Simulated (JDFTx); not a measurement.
## Geometry relaxation, with input and output: Zr (part 2 of 2)

Continued. System: Zr (P6₃/mmc, 2 atoms in the cell). Method: Kohn-Sham DFT of a periodic cell, LDA, SG15-PBE-1.2, no spin polarisation (JDFTx 1.7.0 (patched build)); cutoff 1088.45 eV, 2×2×1 k-mesh, fermi-dirac of 0.05 eV. The structure derives from an entry of the Crystallography Open Database. The settings are looser than a standard set-up, so the numbers are not reference values.

Geometry of the input (Å; fractional positions):
```
3.2320  0.0000  0.0000
-1.6160  2.7990  0.0000
0.0000  0.0000  5.1470
Zr 0.6667  0.3333  0.7500
Zr 0.3333  0.6667  0.2500
```

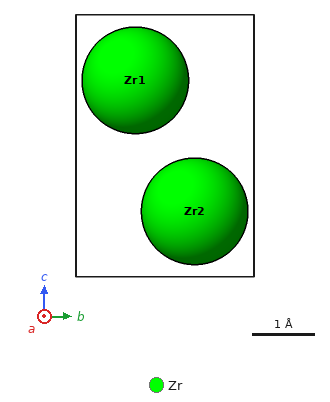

**Figure 1.** The geometry at step 3 of the log (spheres-only view of the cell of the calculation, along the a axis; atoms are numbered from 1 in the order of the input).

The program's output, continued
```
-------- Electronic minimization -----------
Will mix electronic density at each iteration.
	FillingsUpdate:  mu: +0.540065637  nElectrons: 24.000000
	FillingsUpdate:  mu: +0.585878257  nElectrons: 24.000000
SCF: Cycle:  0   F: -94.778559988048769   dF: -8.634e-01   |Residual|: 4.467e-01   |deigs|: 4.835e-02
	FillingsUpdate:  mu: +0.578023517  nElectrons: 24.000000
SCF: Cycle:  1   F: -94.810303337674611   dF: -3.174e-02   |Residual|: 2.220e-01   |deigs|: 2.501e-02
	FillingsUpdate:  mu: +0.574055690  nElectrons: 24.000000
[... 9 further cycles ...]
SCF: Cycle: 11   F: -94.825023199565891   dF: -6.980e-10   |Residual|: 9.954e-06   |deigs|: 1.226e-03
	FillingsUpdate:  mu: +0.574849403  nElectrons: 24.000000
SCF: Cycle: 12   F: -94.825023199676110   dF: -1.102e-10   |Residual|: 1.143e-05   |deigs|: 2.850e-04
SCF: Converged (|Delta E|<1.000000e-09 for 2 iters).

Setting wave functions to eigenvectors of Hamiltonian
# Lattice vectors:
R =
[      6.33974     -3.16987            0  ]
[            0      5.49038            0  ]
[            0            0      7.86652  ]
unit cell volume = 273.814

# Strain tensor in Cartesian coordinates:
[    0.0380097            0            0  ]
[            0    0.0380097            0  ]
[            0            0    -0.191222  ]

# Stress tensor in Cartesian coordinates [Eh/a0^3]:
[  6.50192e-05            0            0  ]
[            0  6.50192e-05            0  ]
[            0            0 -0.000168433  ]

# Ionic positions in cartesian coordinates:
ion Zr   3.169871209099894   1.830125995848173   5.899887840779176 1
ion Zr   0.000000000000000   3.660251991696347   1.966629280286684 1

# Forces in Cartesian coordinates:
force Zr  -0.000000000000000  -0.000000000000000   0.000000000000000 1
force Zr  -0.000000000000000  -0.000000000000000   0.000000000000000 1

# Energy components:
   Eewald =      -80.0860311064639632
       EH =       13.2994307753366900
     Eloc =      -56.9731916573208679
      Enl =       12.6305931651309677
      Exc =      -11.8216837191224808
       KE =       28.1278128364614659
-------------------------------------
     Etot =      -94.8230697059781846
       TS =        0.0019534936979325
-------------------------------------
        F =      -94.8250231996761102

LatticeMinimize: Iter:   2  F: -94.825023199676110  |grad|_K:  7.729e-03  alpha:  1.000e+00  linmin:  9.786e-01

-------- Electronic minimization -----------
Will mix electronic density at each iteration.
	FillingsUpdate:  mu: +0.574849403  nElectrons: 24.000000
	FillingsUpdate:  mu: +0.575869407  nElectrons: 24.000000
SCF: Cycle:  0   F: -94.824306997454926   dF: -1.491e-02   |Residual|: 5.795e-02   |deigs|: 8.826e-04
	FillingsUpdate:  mu: +0.575209548  nElectrons: 24.000000
SCF: Cycle:  1   F: -94.825231031392875   dF: -9.240e-04   |Residual|: 2.729e-02   |deigs|: 2.220e-03
	FillingsUpdate:  mu: +0.575129046  nElectrons: 24.000000
[... 7 further cycles ...]
SCF: Cycle:  9   F: -94.825475166080366   dF: -9.611e-10   |Residual|: 9.704e-06   |deigs|: 2.726e-06
	FillingsUpdate:  mu: +0.575174943  nElectrons: 24.000000
SCF: Cycle: 10   F: -94.825475166505782   dF: -4.254e-10   |Residual|: 1.961e-05   |deigs|: 4.776e-06
SCF: Converged (|Delta E|<1.000000e-09 for 2 iters).

Setting wave functions to eigenvectors of Hamiltonian
# Lattice vectors:
R =
[      6.29146     -3.14573            0  ]
[            0      5.44856            0  ]
[            0            0        8.017  ]
unit cell volume = 274.818

# Strain tensor in Cartesian coordinates:
[    0.0301039            0            0  ]
[            0    0.0301039            0  ]
[            0            0     -0.17575  ]

# Stress tensor in Cartesian coordinates [Eh/a0^3]:
[  1.04064e-06            0            0  ]
[            0  1.04064e-06            0  ]
[            0            0  4.52547e-05  ]

# Ionic positions in cartesian coordinates:
ion Zr   3.145728622800042   1.816187267149524   6.012749921679417 1
ion Zr   0.000000000000000   3.632374534299049   2.004249973920614 1

# Forces in Cartesian coordinates:
force Zr  -0.000000000000000   0.000000000000000   0.000000000000000 1
force Zr   0.000000000000000  -0.000000000000000   0.000000000000000 1

# Energy components:
   Eewald =      -80.0814470925308939
       EH =       13.2499767337905396
     Eloc =      -56.9132691014560592
      Enl =       12.6321479840845026
      Exc =      -11.8127946102465167
       KE =       28.1019331687197536
-------------------------------------
     Etot =      -94.8234529176386616
       TS =        0.0020222488671238
-------------------------------------
        F =      -94.8254751665057825

LatticeMinimize: Iter:   3  F: -94.825475166505782  |grad|_K:  1.830e-03  alpha:  1.000e+00  linmin:  8.550e-01

-------- Electronic minimization -----------
Will mix electronic density at each iteration.
	FillingsUpdate:  mu: +0.575174943  nElectrons: 24.000000
	FillingsUpdate:  mu: +0.578400831  nElectrons: 24.000000
SCF: Cycle:  0   F: -94.825431127808784   dF: -5.378e-04   |Residual|: 1.404e-02   |deigs|: 3.564e-05
	FillingsUpdate:  mu: +0.578142184  nElectrons: 24.000000
SCF: Cycle:  1   F: -94.825481946091898   dF: -5.082e-05   |Residual|: 6.416e-03   |deigs|: 1.408e-03
	FillingsUpdate:  mu: +0.577951674  nElectrons: 24.000000
[... 6 further cycles ...]
SCF: Cycle:  8   F: -94.825501208881818   dF: -5.001e-10   |Residual|: 6.316e-06   |deigs|: 2.357e-06
	FillingsUpdate:  mu: +0.577996553  nElectrons: 24.000000
SCF: Cycle:  9   F: -94.825501209093218   dF: -2.114e-10   |Residual|: 5.918e-06   |deigs|: 2.408e-06
SCF: Converged (|Delta E|<1.000000e-09 for 2 iters).

Setting wave functions to eigenvectors of Hamiltonian
# Lattice vectors:
R =
[      6.29069     -3.14534            0  ]
[            0       5.4479            0  ]
[            0            0      7.98417  ]
unit cell volume = 273.626

# Strain tensor in Cartesian coordinates:
[    0.0299781            0            0  ]
[            0    0.0299781            0  ]
[            0            0    -0.179126  ]

# Stress tensor in Cartesian coordinates [Eh/a0^3]:
[ -5.55545e-08            0            0  ]
[            0 -5.55545e-08            0  ]
[            0            0  3.48304e-07  ]

# Ionic positions in cartesian coordinates:
ion Zr   3.145344547281296   1.815965521045396   5.988124260835948 1
ion Zr  -0.000000000000000   3.631931042090792   1.996041420306012 1

# Forces in Cartesian coordinates:
force Zr   0.000000000000000  -0.000000000000000  -0.000000000000000 1
force Zr  -0.000000000000000   0.000000000000000   0.000000000000000 1

# Energy components:
   Eewald =      -80.1839069176378274
       EH =       13.2208956240598372
     Eloc =      -56.7908928540741655
      Enl =       12.6313063185370247
      Exc =      -11.8184174650434670
       KE =       28.1174769145403758
-------------------------------------
     Etot =      -94.8235383796182134
       TS =        0.0019628294749992
-------------------------------------
        F =      -94.8255012090932183

LatticeMinimize: Iter:   4  F: -94.825501209093218  |grad|_K:  1.437e-05  alpha:  1.000e+00  linmin: -9.654e-01

-------- Electronic minimization -----------
Will mix electronic density at each iteration.
	FillingsUpdate:  mu: +0.577996553  nElectrons: 24.000000
	FillingsUpdate:  mu: +0.578009316  nElectrons: 24.000000
SCF: Cycle:  0   F: -94.825501205611360   dF: -2.767e-08   |Residual|: 7.837e-05   |deigs|: 8.166e-07
	FillingsUpdate:  mu: +0.578008556  nElectrons: 24.000000
SCF: Cycle:  1   F: -94.825501209945244   dF: -4.334e-09   |Residual|: 4.380e-05   |deigs|: 5.503e-06
	FillingsUpdate:  mu: +0.578007595  nElectrons: 24.000000
SCF: Cycle:  2   F: -94.825501210600763   dF: -6.555e-10   |Residual|: 8.161e-06   |deigs|: 6.864e-06
	FillingsUpdate:  mu: +0.578007772  nElectrons: 24.000000
SCF: Cycle:  3   F: -94.825501210663688   dF: -6.293e-11   |Residual|: 2.682e-06   |deigs|: 1.185e-06
SCF: Converged (|Delta E|<1.000000e-09 for 2 iters).

Setting wave functions to eigenvectors of Hamiltonian
# Lattice vectors:
R =
[      6.29072     -3.14536            0  ]
[            0      5.44792            0  ]
[            0            0      7.98393  ]
unit cell volume = 273.62

# Strain tensor in Cartesian coordinates:
[    0.0299832            0            0  ]
[            0    0.0299832            0  ]
[            0            0     -0.17915  ]

# Stress tensor in Cartesian coordinates [Eh/a0^3]:
[ -5.51734e-08            0            0  ]
[            0 -5.51734e-08            0  ]
[            0            0 -9.71232e-09  ]

# Ionic positions in cartesian coordinates:
ion Zr   3.145359925302454   1.815974399550051   5.987946002195290 1
ion Zr  -0.000000000000000   3.631948799100102   1.995982000759125 1

# Forces in Cartesian coordinates:
force Zr   0.000000000000000   0.000000000000000   0.000000000000000 1
force Zr  -0.000000000000000  -0.000000000000000  -0.000000000000000 1

# Energy components:
   Eewald =      -80.1843216279952884
       EH =       13.2208039466465710
     Eloc =      -56.7904250055795359
      Enl =       12.6313010276613156
      Exc =      -11.8184444121206909
       KE =       28.1175474220441757
-------------------------------------
     Etot =      -94.8235386493434760
       TS =        0.0019625613202122
-------------------------------------
        F =      -94.8255012106636883

LatticeMinimize: Iter:   5  F: -94.825501210663688  |grad|_K:  3.165e-06  alpha:  1.000e+00  linmin: -1.042e-01

-------- Electronic minimization -----------
Will mix electronic density at each iteration.
	FillingsUpdate:  mu: +0.578007772  nElectrons: 24.000000
	FillingsUpdate:  mu: +0.577998543  nElectrons: 24.000000
SCF: Cycle:  0   F: -94.825501209312932   dF: -2.115e-10   |Residual|: 3.488e-06   |deigs|: 5.222e-07
	FillingsUpdate:  mu: +0.577998642  nElectrons: 24.000000
SCF: Cycle:  1   F: -94.825501210372749   dF: -1.060e-09   |Residual|: 2.618e-05   |deigs|: 9.784e-07
	FillingsUpdate:  mu: +0.577998558  nElectrons: 24.000000
SCF: Cycle:  2   F: -94.825501210235331   dF: +1.374e-10   |Residual|: 2.900e-05   |deigs|: 6.127e-07
	FillingsUpdate:  mu: +0.577998825  nElectrons: 24.000000
SCF: Cycle:  3   F: -94.825501210412440   dF: -1.771e-10   |Residual|: 2.316e-05   |deigs|: 1.247e-06
	FillingsUpdate:  mu: +0.577999308  nElectrons: 24.000000
SCF: Cycle:  4   F: -94.825501210682972   dF: -2.705e-10   |Residual|: 1.147e-05   |deigs|: 2.216e-06
SCF: Converged (|Delta E|<1.000000e-09 for 2 iters).

Setting wave functions to eigenvectors of Hamiltonian
# Lattice vectors:
R =
[      6.29075     -3.14537            0  ]
[            0      5.44795            0  ]
[            0            0      7.98393  ]
unit cell volume = 273.623

# Strain tensor in Cartesian coordinates:
[    0.0299879            0            0  ]
[            0    0.0299879            0  ]
[            0            0     -0.17915  ]

# Stress tensor in Cartesian coordinates [Eh/a0^3]:
[  9.93917e-08            0            0  ]
[            0  9.93917e-08            0  ]
[            0            0  2.01544e-07  ]

# Ionic positions in cartesian coordinates:
ion Zr   3.145374360518439   1.815982733725885   5.987950668548202 1
ion Zr  -0.000000000000000   3.631965467451770   1.995983556210096 1

# Forces in Cartesian coordinates:
force Zr  -0.000000000000000   0.000000000000000   0.000000000000000 1
force Zr  -0.000000000000000   0.000000000000000   0.000000000000000 1

# Energy components:
   Eewald =      -80.1840423206616890
       EH =       13.2209589293768541
     Eloc =      -56.7909101611645113
      Enl =       12.6313279865073316
      Exc =      -11.8184423402862500
       KE =       28.1175693181488171
-------------------------------------
     Etot =      -94.8235385880794581
       TS =        0.0019626226035169
-------------------------------------
        F =      -94.8255012106829724

LatticeMinimize: Iter:   6  F: -94.825501210682972  |grad|_K:  9.890e-06  alpha:  1.000e+00  linmin:  6.657e-01
LatticeMinimize: Converged (|Delta F|<1.000000e-06 for 2 iters).

Dumping 'run.eigStats' ...
	eMin: -1.187489 at state 0 ( [ +0.000000 +0.000000 +0.000000 ] spin 0 )
	HOMO: +0.576578 at state 1 ( [ +0.000000 +0.500000 +0.000000 ] spin 0 )
	mu  : +0.577999
	LUMO: +0.600838 at state 0 ( [ +0.000000 +0.000000 +0.000000 ] spin 0 )
	eMax: +0.830481 at state 1 ( [ +0.000000 +0.500000 +0.000000 ] spin 0 )
	HOMO-LUMO gap: +0.024260
	Optical gap  : +0.119396 at state 1 ( [ +0.000000 +0.500000 +0.000000 ] spin 0 )
Done!
```

Trajectory as extended XYZ (Å, eV, eV/Å), 7 frames, from step=0 to step=6
```
2
Lattice="3.2320 0.0000 0.0000 -1.6160 2.7990 0.0000 0.0000 0.0000 5.1470" Properties=species:S:1:pos:R:3:forces:R:3 step=0 energy=-2579.17685
Zr    1.6160    0.9330    3.8603    0.0000   0.0000   0.0000
Zr    0.0000    1.8660    1.2868    0.0000   0.0000   0.0000
2
Lattice="3.2569 0.0000 0.0000 -1.6285 2.8206 0.0000 0.0000 0.0000 4.8472" Properties=species:S:1:pos:R:3:forces:R:3 step=1 energy=-2579.75693
Zr    1.6285    0.9402    3.6354    0.0000   0.0000   0.0000
Zr    0.0000    1.8804    1.2118    0.0000   0.0000   0.0000
2
Lattice="3.3548 0.0000 0.0000 -1.6774 2.9054 0.0000 0.0000 0.0000 4.1628" Properties=species:S:1:pos:R:3:forces:R:3 step=2 energy=-2580.32033
Zr    1.6774    0.9685    3.1221    0.0000   0.0000   0.0000
Zr    0.0000    1.9369    1.0407    0.0000   0.0000   0.0000
2
Lattice="3.3293 0.0000 0.0000 -1.6646 2.8833 0.0000 0.0000 0.0000 4.2424" Properties=species:S:1:pos:R:3:forces:R:3 step=3 energy=-2580.33263
Zr    1.6646    0.9611    3.1818    0.0000   0.0000   0.0000
Zr    0.0000    1.9222    1.0606    0.0000   0.0000   0.0000
2
Lattice="3.3289 0.0000 0.0000 -1.6644 2.8829 0.0000 0.0000 0.0000 4.2250" Properties=species:S:1:pos:R:3:forces:R:3 step=4 energy=-2580.33334
Zr    1.6644    0.9610    3.1688    0.0000   0.0000   0.0000
Zr    0.0000    1.9219    1.0563    0.0000   0.0000   0.0000
2
Lattice="3.3289 0.0000 0.0000 -1.6645 2.8829 0.0000 0.0000 0.0000 4.2249" Properties=species:S:1:pos:R:3:forces:R:3 step=5 energy=-2580.33334
Zr    1.6645    0.9610    3.1687    0.0000   0.0000   0.0000
Zr    0.0000    1.9219    1.0562    0.0000   0.0000   0.0000
2
Lattice="3.3289 0.0000 0.0000 -1.6645 2.8829 0.0000 0.0000 0.0000 4.2249" Properties=species:S:1:pos:R:3:forces:R:3 step=6 energy=-2580.33334
Zr    1.6645    0.9610    3.1687    0.0000   0.0000   0.0000
Zr    0.0000    1.9220    1.0562    0.0000   0.0000   0.0000
```

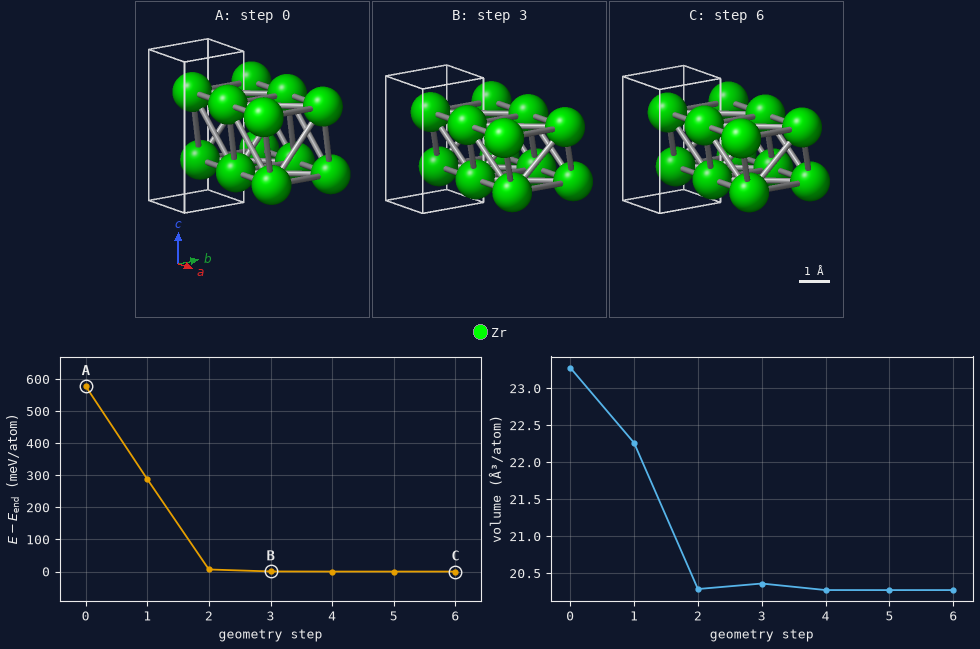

**Figure 2.** Frames of the relaxation (ball-and-stick view of the cell of the calculation, repeated 3 × 2 × 1, seen slightly off an axis) above the curves, on which the letters mark them (steps are counted from 0).

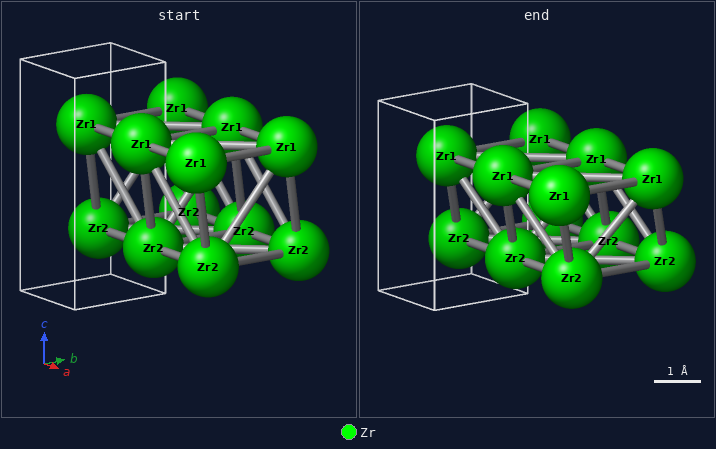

**Figure 3.** Before (left) and after (right) the relaxation, at one scale (ball-and-stick view of the cell of the calculation, repeated 3 × 2 × 1, seen slightly off an axis). The atoms keep their places relative to the cell (all moves are under 0.005 Å). Cell: a = b 3.232 → 3.329 Å (+3.0 %), c 5.147 → 4.225 Å (−17.9 %). Volume −12.9 %. Among the contacts that change: Zr1–Zr2 3.179 → 2.856 Å, Zr1–Zr1 3.232 → 3.329 Å. The space group stays P6_3/mmc (No. 194). After 6 geometry steps the energy has fallen by 578 meV per atom. All forces vanish by symmetry, so only the cell relaxes. (Atoms are counted from 1 in the order of the input.)
